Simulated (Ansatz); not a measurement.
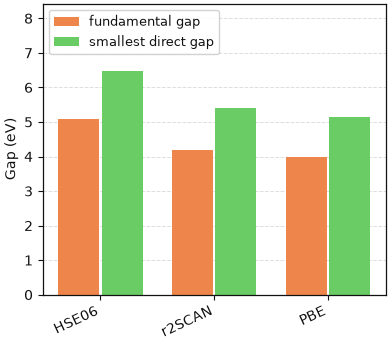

Gaps of C, space group R-3m (No. 166), 2 atoms in the cell, diamond type, epitaxial (111) strain +3.0%, at several levels of theory on one cell (Ansatz, plane waves and PAW; edges over the mesh and the special points).

How does the gap depend on the level, and does its kind change?

Answer. In rising order: PBE 3.98 eV, r2SCAN 4.18 eV and HSE06 5.10 eV. It is indirect at every level.
